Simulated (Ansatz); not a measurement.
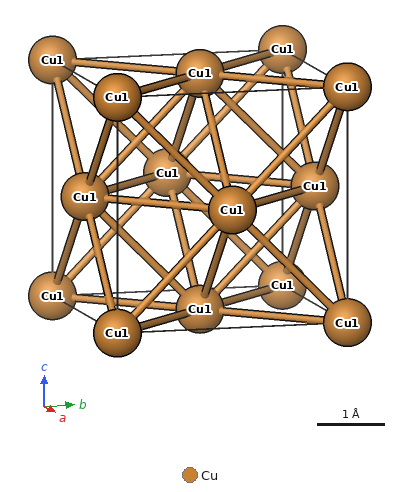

**Figure 1.** The structure as given in the input (ball-and-stick view of the cell 4 times as large as that of the calculation, set on its symmetry axes, seen slightly off an axis; atoms are numbered from 1 in the order of the input). An atom can appear more than once, as a periodic image. Near neighbours in the periodic cell (some may lie outside the picture): Cu has 12 Cu at 2.56 Å.

# Cu: a changed input and its effect

System: Cu (Fm-3m, 1 atom in the cell).
Method of run 1: DFT PBEsol, scalar-relativistic, plane waves, PAW, no spin polarisation (Ansatz 0.2.0).

The structure derives from an entry of the Crystallography Open Database. Text and figures count atoms from 1; the logs count them from 0 in places.

**The input, run 1**
```yaml
crystal:
  lattice:
    - [0.0, 1.8075, 1.8075]
    - [1.8075, 0.0, 1.8075]
    - [1.8075, 1.8075, 0.0]
  atoms:
    - { symbol: Cu, position: [0.0, 0.0, 0.0] }
basis:
  ecutwfc: 420
kpoints:
  mp_grid: { grid: [22, 22, 22] }
hamiltonian:
  xc: pbesol
scf:
  occupations: { method: gaussian, width: 0.15 }
output:
  forces: true
  stress: true
  eigenvalues: true
  write_density: true
  write_potential: true
  elf: true
  volumetric_format: npy
```

Command:
```bash
ansatz run input.yaml --threads 1 --pin off --max-ram 2560MiB --backend cpu --events-out ev --progress --plain --runs-dir out
```

Hardware: 1 thread of Arm Neoverse V1, 24 GiB of memory available, shared host.

**Output, shortened to warnings, some set-up lines, iterations and results (run 1)**
```
Basis set: ecut = 420 eV, 259 PW (Γ), exchange–correlation on 36×36×36 points (8 copies of the dense FFT grid, shifted against one another)
Symmetry: 48 space group operations
k-points: 328 of 10648
Initial density: superposition of atomic densities (neutral atoms: chi_scale 0, normalization atom), corrected by the library's trained network
[...]
SCF iter   1: F=—  HF=-6588.771124 eV  |F-HF|=—  |Δ(HF+E_count)|=         —  Δρ=2.07e-2  dr2=2.63e-2  ethr=1.77e-3  ⟨swp⟩=5.0  Hψ=22565  notcnv=0
SCF iter   2: F=—  HF=-6588.765032 eV  |F-HF|=—  |Δ(HF+E_count)|=   6.09e-3  Δρ=8.91e-4  dr2=3.39e-5  ethr=1.38e-4  ⟨swp⟩=2.7  Hψ=9207  notcnv=0  defer=45
SCF iter   3: F=—  HF=-6588.765022 eV  |F-HF|=—  |Δ(HF+E_count)|=   1.01e-5  Δρ=9.39e-4  dr2=4.30e-5  ethr=1.78e-7  ⟨swp⟩=2.0  Hψ=7673  notcnv=0  defer=45
SCF iter   4: F=—  HF=-6588.765046 eV  |F-HF|=—  |Δ(HF+E_count)|=   2.40e-5  Δρ=7.00e-5  dr2=2.41e-7  ethr=1.78e-7  ⟨swp⟩=1.0  Hψ=4476  notcnv=0  defer=45
SCF iter   5: F=-6588.765046 eV  HF=-6588.765046 eV  |F-HF|=2.63e-10  |Δ(HF+E_count)|=   1.95e-7  Δρ=2.74e-6  dr2=4.62e-10  ethr=1.27e-9  ⟨swp⟩=2.2  Hψ=6754  notcnv=0  …
SCF iter   6: F=-6588.765046 eV  HF=-6588.765046 eV  |F-HF|=2.09e-11  |Δ(HF+E_count)|=  1.07e-10  Δρ=4.12e-7  dr2=6.92e-12  ethr=2.43e-12  ⟨swp⟩=5.2  Hψ=23960  notcnv=0
SCF 1 converged in 6 iterations: F = -6588.765046 eV  dr2 = 6.92e-12
SCF converged after 6 iterations
Free energy (F): -6588.765046 eV
Harris-Foulkes:  -6588.765046 eV  (|F-HF|=2.09e-11)
Internal energy: -6588.762207 eV  (E = F + TS)
E sigma→0 (E₀):  -6588.763626 eV
Entropy (-TS):   -0.002839 eV (-2.839 meV/atom)
Fermi energy:    16.574175 eV
--- Per-component energies (eV) ---
  E_band       = -361.196280
  E_kinetic    = 300.049776
  E_local      = -4049.560015  (includes V_loc(G=0)·N_el)
  E_nonlocal   = 391.544147
  E_hartree    = 1780.778883
  E_xc         = -88.981916
  E_vxc        = -115.330221  (∫ρ·V_xc dr)
  E_paw        = -1626.345856  (= ΣΔE_a)
  E_vpaw       = -449.458204  (= ΣTr[D̂ρ^β])
  E_aug_tail   = 0.000269  (compensation charges beyond the density's cutoff)
  E_ewald      = -3296.453696
  E_core_change = 0.206202  (= ΣΔE_core)
  E_smearing   = -0.002839  (= −TS)
  E_closure    = -0.000000  (closes the sum)
  Σ components = -6588.765046   (vs F -6588.765046, Δ=0.00e0)
--- Forces (eV/Å), atoms counted from 1 ---
  atom   1  Cu    -0.00000000     0.00000000    -0.00000000
  max |Σ_I F_I| component: 4.93e-32 eV/Å
--- Stress (GPa, compression-positive) ---
       -6.476561      -0.000000       0.000000
       -0.000000      -6.476561       0.000000
        0.000000      -0.000000      -6.476561
  P = ⅓ Tr σ = -6.4766 GPa (-64.766 kbar)
```

For run 2 the input was changed thus:
```diff
-  mp_grid: { grid: [22, 22, 22] }
+  mp_grid: { grid: [24, 24, 24] }
-  write_density: true
-  write_potential: true
-  elf: true
-  volumetric_format: npy
```

Predict how the results change.

The free energy of run 2 is 0.19 meV per atom higher, which measures how much it depends on this numerical setting. The number of SCF iterations is the same. The irreducible k-points go from 328 to 413.

**Output, shortened to warnings, some set-up lines, iterations and results (run 2)**
```
Basis set: ecut = 420 eV, 259 PW (Γ), exchange–correlation on 36×36×36 points (8 copies of the dense FFT grid, shifted against one another)
Symmetry: 48 space group operations
k-points: 413 of 13824
Initial density: superposition of atomic densities (neutral atoms: chi_scale 0, normalization atom), corrected by the library's trained network
[...]
SCF iter   1: F=—  HF=-6588.770921 eV  |F-HF|=—  |Δ(HF+E_count)|=         —  Δρ=2.07e-2  dr2=2.63e-2  ethr=1.77e-3  ⟨swp⟩=5.0  Hψ=28384  notcnv=0
SCF iter   2: F=—  HF=-6588.764844 eV  |F-HF|=—  |Δ(HF+E_count)|=   6.08e-3  Δρ=8.73e-4  dr2=3.18e-5  ethr=1.38e-4  ⟨swp⟩=2.7  Hψ=11598  notcnv=0  defer=58
SCF iter   3: F=—  HF=-6588.764833 eV  |F-HF|=—  |Δ(HF+E_count)|=   1.09e-5  Δρ=9.37e-4  dr2=4.25e-5  ethr=1.68e-7  ⟨swp⟩=2.0  Hψ=9664  notcnv=0  defer=58
SCF iter   4: F=—  HF=-6588.764857 eV  |F-HF|=—  |Δ(HF+E_count)|=   2.42e-5  Δρ=7.19e-5  dr2=2.58e-7  ethr=1.68e-7  ⟨swp⟩=1.0  Hψ=5635  notcnv=0  defer=58
SCF iter   5: F=-6588.764857 eV  HF=-6588.764857 eV  |F-HF|=1.66e-10  |Δ(HF+E_count)|=   1.95e-7  Δρ=2.91e-6  dr2=5.51e-10  ethr=1.36e-9  ⟨swp⟩=2.0  Hψ=7921  notcnv=0  …
SCF iter   6: F=-6588.764857 eV  HF=-6588.764857 eV  |F-HF|=2.00e-11  |Δ(HF+E_count)|=  7.28e-11  Δρ=4.09e-7  dr2=7.11e-12  ethr=2.90e-12  ⟨swp⟩=2.5  Hψ=18892  notcnv=0
SCF 1 converged in 6 iterations: F = -6588.764857 eV  dr2 = 7.11e-12
SCF converged after 6 iterations
Free energy (F): -6588.764857 eV
Harris-Foulkes:  -6588.764857 eV  (|F-HF|=2.00e-11)
Internal energy: -6588.761991 eV  (E = F + TS)
E sigma→0 (E₀):  -6588.763424 eV
Entropy (-TS):   -0.002866 eV (-2.866 meV/atom)
Fermi energy:    16.590253 eV
--- Per-component energies (eV) ---
  E_band       = -361.190492
  E_kinetic    = 300.051519
  E_local      = -4049.567146  (includes V_loc(G=0)·N_el)
  E_nonlocal   = 391.544419
  E_hartree    = 1780.784700
  E_xc         = -88.982174
  E_vxc        = -115.330566  (∫ρ·V_xc dr)
  E_paw        = -1626.346083  (= ΣΔE_a)
  E_vpaw       = -449.458595  (= ΣTr[D̂ρ^β])
  E_aug_tail   = 0.000269  (compensation charges beyond the density's cutoff)
  E_ewald      = -3296.453696
  E_core_change = 0.206202  (= ΣΔE_core)
  E_smearing   = -0.002866  (= −TS)
  E_closure    = -0.000000  (closes the sum)
  Σ components = -6588.764857   (vs F -6588.764857, Δ=0.00e0)
--- Forces (eV/Å), atoms counted from 1 ---
  atom   1  Cu    -0.00000000     0.00000000    -0.00000000
  max |Σ_I F_I| component: 4.93e-32 eV/Å
--- Stress (GPa, compression-positive) ---
       -6.461990       0.000000       0.000000
        0.000000      -6.461990       0.000000
        0.000000       0.000000      -6.461990
  P = ⅓ Tr σ = -6.4620 GPa (-64.620 kbar)
```

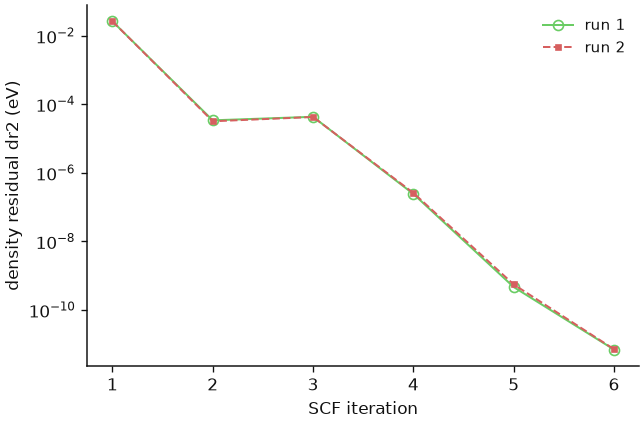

**Figure 2.** Convergence of the two runs: density residual dr2 against the SCF iteration. Run 1 takes 6 iterations in all, and run 2 takes 6.

**The two runs side by side**

```csv
quantity,run 1,run 2
outcome,converged,converged
free energy per atom (eV),−6588.7650,−6588.7649
"energy per atom, smearing taken to zero (eV)",−6588.7636,−6588.7634
gap on the mesh (eV),0.00,0.00
pressure (GPa),−6.48,−6.46
largest force (eV/Å),0.000,0.000
SCF iterations,6,6
irreducible k-points,328,413
plane waves at Γ,259,259
wall time (shared host),4.4 s,3.9 s
```

For both runs: The cell is under a tension of 6.5 GPa at this level, so it is not at its equilibrium volume.
